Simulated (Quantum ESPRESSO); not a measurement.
**Relaxation of cell and atoms of BN (part 2 of 2)**

BN (2 atoms in the cell); Kohn-Sham DFT of a periodic cell, PBE, SSSP 1.3 efficiency PBE, no spin polarisation (Quantum ESPRESSO 7.5); cutoff 816.34 eV, 16×16×16 k-mesh, fixed occupations. The run did not end well.

Geometry of the input (Å; fractional positions):
```
0.0000  1.8075  1.8075
1.8075  0.0000  1.8075
1.8075  1.8075  0.0000
B  0.0000  0.0000  0.0000
N  0.2500  0.2500  0.2500
```

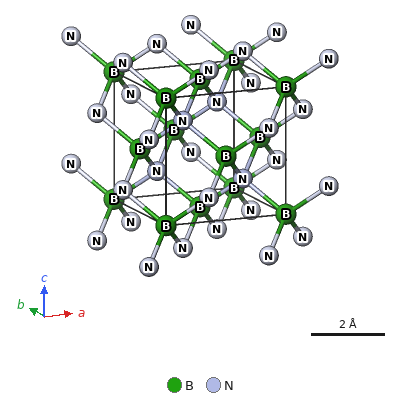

Fig. 1: The structure as given in the input (ball-and-stick view of the cell 4 times as large as that of the calculation, set on its symmetry axes, seen slightly off an axis; neighbours outside the cell are drawn fainter).

What the program printed, continued:
```
     iteration #  8     ecut=    60.00 Ry     beta= 0.50
     Davidson diagonalization with overlap
     ethr =  4.60E-12,  avg # of iterations =  1.1

     End of self-consistent calculation

     Number of k-points >= 100: set verbosity='high' to print the bands.

     highest occupied, lowest unoccupied level (ev):    16.3234   21.0805

!    total energy              =     -26.66068776 Ry
     estimated scf accuracy    <          3.1E-13 Ry

     The total energy is the sum of the following terms:
     one-electron contribution =       8.30862804 Ry
     hartree contribution      =       3.09076098 Ry
     xc contribution           =      -9.08151844 Ry
     ewald contribution        =     -28.97855834 Ry

     convergence has been achieved in   8 iterations

     Forces acting on atoms (cartesian axes, Ry/au):

     atom    1 type  1   force =    -0.00000000   -0.00000000   -0.00000000
     atom    2 type  2   force =     0.00000000   -0.00000000    0.00000000

     Total force =     0.000000     Total SCF correction =     0.000000

     Computing stress (Cartesian axis) and pressure

          total   stress  (Ry/bohr**3)                   (kbar)     P=     1836.82
   0.01248646  -0.00000000  -0.00000000         1836.82       -0.00       -0.00
  -0.00000000   0.01248646  -0.00000000           -0.00     1836.82       -0.00
  -0.00000000  -0.00000000   0.01248646           -0.00       -0.00     1836.82

     Energy error            =      1.2E-02 Ry
     Gradient error          =      8.3E-32 Ry/Bohr
     Cell gradient error     =      2.4E+02 kbar

     number of scf cycles    =   4
     number of bfgs steps    =   2

     enthalpy           old  =     -25.9973063899 Ry
     enthalpy           new  =     -26.0096447381 Ry

     CASE: enthalpy          _new < enthalpy          _old

     new trust radius        =       0.0144600649 bohr
     new conv_thr            =            4.0E-12 Ry

     new unit-cell volume =     61.55117 a.u.^3 (     9.12094 Ang^3 )
     density =      4.51813 g/cm^3

CELL_PARAMETERS (angstrom)
   0.000000000   1.658326022   1.658326022
   1.658326022  -0.000000000   1.658326022
   1.658326022   1.658326022  -0.000000000

ATOMIC_POSITIONS (crystal)
B               -0.0000000000       -0.0000000000       -0.0000000000
N                0.2500000000        0.2500000000        0.2500000000

     NEW-OLD atomic charge density approx. for the potential
     New effective cutoffs (rho, wfc):  566.81   71.28

     Self-consistent Calculation

     iteration #  1     ecut=    60.00 Ry     beta= 0.50
     Davidson diagonalization with overlap
     ethr =  1.00E-06,  avg # of iterations =  4.7

     total energy              =     -26.68032558 Ry
     estimated scf accuracy    <       0.00007993 Ry

     iteration #  2     ecut=    60.00 Ry     beta= 0.50
     Davidson diagonalization with overlap
     ethr =  9.99E-07,  avg # of iterations =  1.1

     total energy              =     -26.68033264 Ry
     estimated scf accuracy    <       0.00000981 Ry

     iteration #  3     ecut=    60.00 Ry     beta= 0.50
     Davidson diagonalization with overlap
     ethr =  1.23E-07,  avg # of iterations =  1.9

     total energy              =     -26.68033418 Ry
     estimated scf accuracy    <       0.00000089 Ry

     iteration #  4     ecut=    60.00 Ry     beta= 0.50
     Davidson diagonalization with overlap
     ethr =  1.12E-08,  avg # of iterations =  2.0

     total energy              =     -26.68033438 Ry
     estimated scf accuracy    <       0.00000002 Ry

     iteration #  5     ecut=    60.00 Ry     beta= 0.50
     Davidson diagonalization with overlap
     ethr =  2.92E-10,  avg # of iterations =  2.6

     total energy              =     -26.68033439 Ry
     estimated scf accuracy    <          1.5E-10 Ry

     iteration #  6     ecut=    60.00 Ry     beta= 0.50
     Davidson diagonalization with overlap
     ethr =  1.87E-12,  avg # of iterations =  3.9

     total energy              =     -26.68033439 Ry
     estimated scf accuracy    <          1.8E-11 Ry

     iteration #  7     ecut=    60.00 Ry     beta= 0.50
     Davidson diagonalization with overlap
     ethr =  2.30E-13,  avg # of iterations =  1.9

     total energy              =     -26.68033439 Ry
     estimated scf accuracy    <          1.0E-11 Ry

     iteration #  8     ecut=    60.00 Ry     beta= 0.50
     Davidson diagonalization with overlap
     ethr =  1.28E-13,  avg # of iterations =  1.0

     End of self-consistent calculation

     Number of k-points >= 100: set verbosity='high' to print the bands.

     highest occupied, lowest unoccupied level (ev):    15.7622   20.4958

!    total energy              =     -26.68033439 Ry
     estimated scf accuracy    <          1.4E-14 Ry

     The total energy is the sum of the following terms:
     one-electron contribution =       7.92353992 Ry
     hartree contribution      =       3.13898586 Ry
     xc contribution           =      -9.03260061 Ry
     ewald contribution        =     -28.71025957 Ry

     convergence has been achieved in   8 iterations

     Forces acting on atoms (cartesian axes, Ry/au):

     atom    1 type  1   force =     0.00000000    0.00000000   -0.00000000
     atom    2 type  2   force =     0.00000000    0.00000000    0.00000000

     Total force =     0.000000     Total SCF correction =     0.000000

     Computing stress (Cartesian axis) and pressure

          total   stress  (Ry/bohr**3)                   (kbar)     P=     1580.36
   0.01074309  -0.00000000  -0.00000000         1580.36       -0.00       -0.00
  -0.00000000   0.01074309  -0.00000000           -0.00     1580.36       -0.00
  -0.00000000  -0.00000000   0.01074309           -0.00       -0.00     1580.36

     Energy error            =      1.2E-03 Ry
     Gradient error          =      5.1E-32 Ry/Bohr
     Cell gradient error     =      2.0E+01 kbar

     number of scf cycles    =   5
     number of bfgs steps    =   3

     enthalpy           old  =     -26.0096447381 Ry
     enthalpy           new  =     -26.0108681873 Ry

     CASE: enthalpy          _new < enthalpy          _old

     new trust radius        =       0.0011316285 bohr
     new conv_thr            =            4.0E-12 Ry

     new unit-cell volume =     61.41810 a.u.^3 (     9.10122 Ang^3 )
     density =      4.52792 g/cm^3

CELL_PARAMETERS (angstrom)
  -0.000000000   1.657130037   1.657130037
   1.657130037  -0.000000000   1.657130037
   1.657130037   1.657130037  -0.000000000

ATOMIC_POSITIONS (crystal)
B               -0.0000000000       -0.0000000000        0.0000000000
N                0.2500000000        0.2500000000        0.2500000000

     NEW-OLD atomic charge density approx. for the potential
     New effective cutoffs (rho, wfc):  567.63   71.38

     Self-consistent Calculation

     iteration #  1     ecut=    60.00 Ry     beta= 0.50
     Davidson diagonalization with overlap
     ethr =  1.00E-06,  avg # of iterations =  2.0

     Threshold (ethr) on eigenvalues was too large:
     Diagonalizing with lowered threshold

     Davidson diagonalization with overlap
     ethr =  7.88E-09,  avg # of iterations =  2.0

     total energy              =     -26.67889603 Ry
     estimated scf accuracy    <       0.00000050 Ry

     iteration #  2     ecut=    60.00 Ry     beta= 0.50
     Davidson diagonalization with overlap
     ethr =  6.23E-09,  avg # of iterations =  1.4

     total energy              =     -26.67889608 Ry
     estimated scf accuracy    <       0.00000006 Ry

     iteration #  3     ecut=    60.00 Ry     beta= 0.50
     Davidson diagonalization with overlap
     ethr =  7.53E-10,  avg # of iterations =  1.9

     total energy              =     -26.67889609 Ry
     estimated scf accuracy    <          5.9E-09 Ry

     iteration #  4     ecut=    60.00 Ry     beta= 0.50
     Davidson diagonalization with overlap
     ethr =  7.32E-11,  avg # of iterations =  2.0

     total energy              =     -26.67889610 Ry
     estimated scf accuracy    <          1.5E-10 Ry

     iteration #  5     ecut=    60.00 Ry     beta= 0.50
     Davidson diagonalization with overlap
     ethr =  1.88E-12,  avg # of iterations =  2.7

     total energy              =     -26.67889610 Ry
     estimated scf accuracy    <          1.9E-11 Ry

     iteration #  6     ecut=    60.00 Ry     beta= 0.50
     Davidson diagonalization with overlap
     ethr =  2.36E-13,  avg # of iterations =  1.7

     End of self-consistent calculation

     Number of k-points >= 100: set verbosity='high' to print the bands.

     highest occupied, lowest unoccupied level (ev):    15.8053   20.5407

!    total energy              =     -26.67889610 Ry
     estimated scf accuracy    <          1.2E-13 Ry

     The total energy is the sum of the following terms:
     one-electron contribution =       7.95322396 Ry
     hartree contribution      =       3.13522914 Ry
     xc contribution           =      -9.03636885 Ry
     ewald contribution        =     -28.73098035 Ry

     convergence has been achieved in   6 iterations

     Forces acting on atoms (cartesian axes, Ry/au):

     atom    1 type  1   force =     0.00000000    0.00000000   -0.00000000
     atom    2 type  2   force =    -0.00000000   -0.00000000    0.00000000

     Total force =     0.000000     Total SCF correction =     0.000000

     Computing stress (Cartesian axis) and pressure

          total   stress  (Ry/bohr**3)                   (kbar)     P=     1599.51
   0.01087328  -0.00000000   0.00000000         1599.51       -0.00        0.00
  -0.00000000   0.01087328  -0.00000000           -0.00     1599.51       -0.00
   0.00000000  -0.00000000   0.01087328            0.00       -0.00     1599.51

     Energy error            =      9.1E-06 Ry
     Gradient error          =      3.2E-32 Ry/Bohr
     Cell gradient error     =      4.9E-01 kbar

     number of scf cycles    =   6
     number of bfgs steps    =   4

     enthalpy           old  =     -26.0108681873 Ry
     enthalpy           new  =     -26.0108773016 Ry

     CASE: enthalpy          _new < enthalpy          _old

     small trust_radius: resetting bfgs history

     new trust radius        =       0.0001000000 bohr
     new conv_thr            =            4.0E-12 Ry

     new unit-cell volume =     61.40634 a.u.^3 (     9.09948 Ang^3 )
     density =      4.52879 g/cm^3

CELL_PARAMETERS (angstrom)
  -0.000000000   1.657024312   1.657024312
   1.657024312  -0.000000000   1.657024312
   1.657024312   1.657024312  -0.000000000

ATOMIC_POSITIONS (crystal)
B               -0.0000000000       -0.0000000000        0.0000000000
N                0.2500000000        0.2500000000        0.2500000000

     NEW-OLD atomic charge density approx. for the potential
     New effective cutoffs (rho, wfc):  567.71   71.39

     Self-consistent Calculation

     iteration #  1     ecut=    60.00 Ry     beta= 0.50
     Davidson diagonalization with overlap
     ethr =  1.00E-06,  avg # of iterations =  2.0

     Threshold (ethr) on eigenvalues was too large:
     Diagonalizing with lowered threshold

     Davidson diagonalization with overlap
     ethr =  6.08E-11,  avg # of iterations =  2.1

     total energy              =     -26.67876822 Ry
     estimated scf accuracy    <          3.9E-09 Ry

     iteration #  2     ecut=    60.00 Ry     beta= 0.50
     Davidson diagonalization with overlap
     ethr =  4.84E-11,  avg # of iterations =  1.4

     total energy              =     -26.67876822 Ry
     estimated scf accuracy    <          4.7E-10 Ry

     iteration #  3     ecut=    60.00 Ry     beta= 0.50
     Davidson diagonalization with overlap
     ethr =  5.88E-12,  avg # of iterations =  1.9

     total energy              =     -26.67876822 Ry
     estimated scf accuracy    <          4.5E-11 Ry

     iteration #  4     ecut=    60.00 Ry     beta= 0.50
     Davidson diagonalization with overlap
     ethr =  5.58E-13,  avg # of iterations =  2.0

     End of self-consistent calculation

     Number of k-points >= 100: set verbosity='high' to print the bands.

     highest occupied, lowest unoccupied level (ev):    15.8091   20.5447

!    total energy              =     -26.67876822 Ry
     estimated scf accuracy    <          1.1E-12 Ry

     The total energy is the sum of the following terms:
     one-electron contribution =       7.95585049 Ry
     hartree contribution      =       3.13489709 Ry
     xc contribution           =      -9.03670229 Ry
     ewald contribution        =     -28.73281351 Ry

     convergence has been achieved in   4 iterations

     Forces acting on atoms (cartesian axes, Ry/au):

     atom    1 type  1   force =    -0.00000000    0.00000000    0.00000000
     atom    2 type  2   force =     0.00000000   -0.00000000   -0.00000000

     Total force =     0.000000     Total SCF correction =     0.000000

     Computing stress (Cartesian axis) and pressure

          total   stress  (Ry/bohr**3)                   (kbar)     P=     1601.22
   0.01088484   0.00000000   0.00000000         1601.22        0.00        0.00
   0.00000000   0.01088484   0.00000000            0.00     1601.22        0.00
   0.00000000   0.00000000   0.01088484            0.00        0.00     1601.22

     Energy error            =      2.9E-08 Ry
     Gradient error          =      3.6E-32 Ry/Bohr
     Cell gradient error     =      1.2E+00 kbar

     number of scf cycles    =   7
     number of bfgs steps    =   5

     enthalpy           old  =     -26.0108773016 Ry
     enthalpy           new  =     -26.0108772725 Ry

     CASE: enthalpy          _new > enthalpy          _old

     new trust radius        =       0.0000286021 bohr

     trust_radius < trust_radius_min

     resetting bfgs history

     Message from routine bfgs:
     history already reset at previous step: stopping
     new conv_thr            =            4.0E-12 Ry

     new unit-cell volume =     61.40289 a.u.^3 (     9.09897 Ang^3 )
     density =      4.52904 g/cm^3

CELL_PARAMETERS (angstrom)
  -0.000000000   1.656993275   1.656993275
   1.656993275  -0.000000000   1.656993275
   1.656993275   1.656993275  -0.000000000

ATOMIC_POSITIONS (crystal)
B               -0.0000000000       -0.0000000000        0.0000000000
N                0.2500000000        0.2500000000        0.2500000000

     NEW-OLD atomic charge density approx. for the potential
     New effective cutoffs (rho, wfc):  567.73   71.39

     Self-consistent Calculation

     iteration #  1     ecut=    60.00 Ry     beta= 0.50
     Davidson diagonalization with overlap
     ethr =  1.00E-06,  avg # of iterations =  2.0

     Threshold (ethr) on eigenvalues was too large:
     Diagonalizing with lowered threshold

     Davidson diagonalization with overlap
     ethr =  4.95E-12,  avg # of iterations =  2.2

     total energy              =     -26.67873065 Ry
     estimated scf accuracy    <          3.2E-10 Ry

     iteration #  2     ecut=    60.00 Ry     beta= 0.50
     Davidson diagonalization with overlap
     ethr =  4.05E-12,  avg # of iterations =  1.3

     total energy              =     -26.67873065 Ry
     estimated scf accuracy    <          4.0E-11 Ry

     iteration #  3     ecut=    60.00 Ry     beta= 0.50
     Davidson diagonalization with overlap
     ethr =  5.02E-13,  avg # of iterations =  1.9

     End of self-consistent calculation

     Number of k-points >= 100: set verbosity='high' to print the bands.

     highest occupied, lowest unoccupied level (ev):    15.8102   20.5458

!    total energy              =     -26.67873065 Ry
     estimated scf accuracy    <          3.5E-12 Ry

     The total energy is the sum of the following terms:
     one-electron contribution =       7.95662154 Ry
     hartree contribution      =       3.13479988 Ry
     xc contribution           =      -9.03680036 Ry
     ewald contribution        =     -28.73335170 Ry

     convergence has been achieved in   3 iterations

     Forces acting on atoms (cartesian axes, Ry/au):

     atom    1 type  1   force =     0.00000000    0.00000000   -0.00000000
     atom    2 type  2   force =    -0.00000000   -0.00000000   -0.00000000

     Total force =     0.000000     Total SCF correction =     0.000000

     Computing stress (Cartesian axis) and pressure

          total   stress  (Ry/bohr**3)                   (kbar)     P=     1601.72
   0.01088824   0.00000000  -0.00000000         1601.72        0.00       -0.00
   0.00000000   0.01088824  -0.00000000            0.00     1601.72       -0.00
  -0.00000000   0.00000000   0.01088824           -0.00        0.00     1601.72

     Message from routine bfgs:
     history already reset at previous step: exiting
     Energy error            =      6.3E-08 Ry
     Gradient error          =      3.8E-32 Ry/Bohr
     Cell gradient error     =      1.7E+00 kbar

     bfgs failed after   8 scf cycles and   5 bfgs steps, convergence not achieved
     (criteria: energy <  1.0E-05 Ry, force <  4.0E-04 Ry/Bohr, cell <  3.0E-01 kbar)

     End of BFGS Geometry Optimization

     Final enthalpy           =     -26.0108772382 Ry

     File ./tmp/pwscf.bfgs deleted, as requested
Begin final coordinates
     new unit-cell volume =     61.40289 a.u.^3 (     9.09897 Ang^3 )
     density =      4.52904 g/cm^3

CELL_PARAMETERS (angstrom)
  -0.000000000   1.656993275   1.656993275
   1.656993275  -0.000000000   1.656993275
   1.656993275   1.656993275  -0.000000000

ATOMIC_POSITIONS (crystal)
B               -0.0000000000       -0.0000000000        0.0000000000
N                0.2500000000        0.2500000000        0.2500000000
End final coordinates

=------------------------------------------------------------------------------=
   JOB DONE.
=------------------------------------------------------------------------------=
```

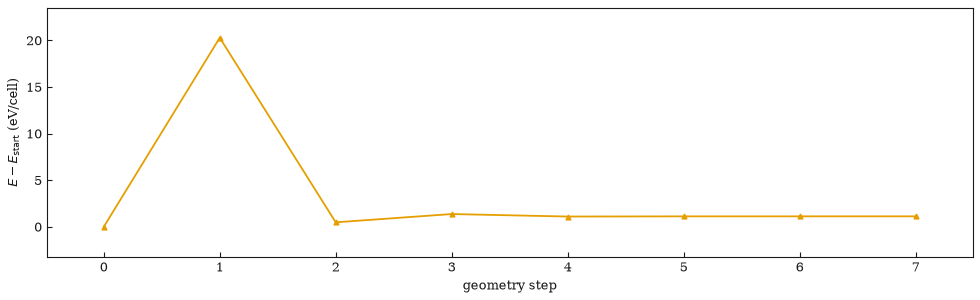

Fig. 2: Progress of the relaxation, step by step (steps are counted from 0).

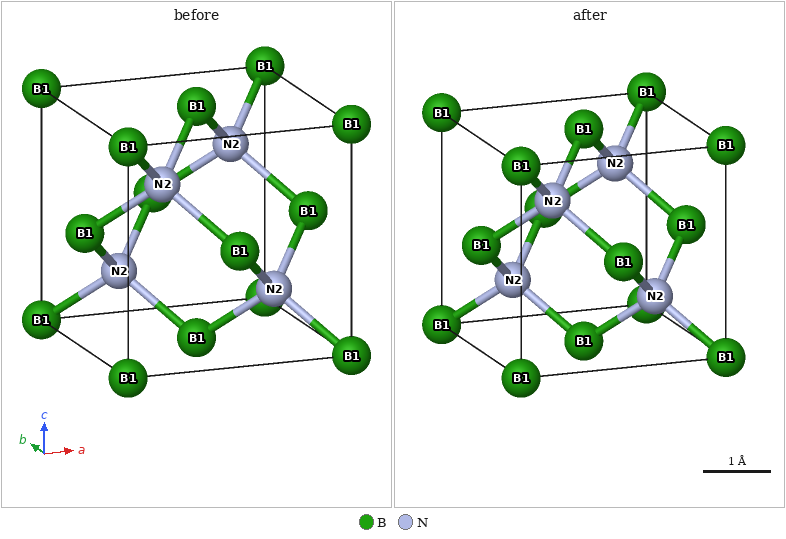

Fig. 3: Before (left) and after (right) the relaxation, at one scale (ball-and-stick view of the cell 4 times as large as that of the calculation, set on its symmetry axes, seen slightly off an axis). The relaxation stopped without meeting its thresholds, so the last structure isn't shown to be converged. After 7 geometry steps the energy has risen by 1.126 eV per cell of the calculation. All forces vanish by symmetry, so only the cell relaxes. No atom moves by more than 0.005 Å relative to the cell. Cell: a = b = c 3.615 → 3.314 Å (−8.3 %). Volume −23.0 %. Among the contacts that change: B1–N2 1.565 → 1.435 Å. The space group stays F-43m (No. 216). (Atoms are counted from 1 in the order of the input.)

Outcome:

```csv
quantity,value
outcome,not converged
space group (tolerance 0.01 Å),F-43m (216)
electrons treated,8
free energy,−353.8960 eV
gap on the k-point mesh,4.74 eV
pressure,160.17 GPa
final volume,9.10 Å³
largest force (length of the vector) at the end,under 0.001 eV/Å
final cell,"a = 2.343 Å, b = 2.343 Å, c = 2.343 Å, α = 60.00°, β = 60.00°, γ = 60.00°"
wall time,58 s
peak memory,0.06 GiB
```

Diagnosis:

The run did not converge. Its last values are not results. Notes on the run: history already reset at previous step: exiting; history already reset at previous step: stopping; negative rho.
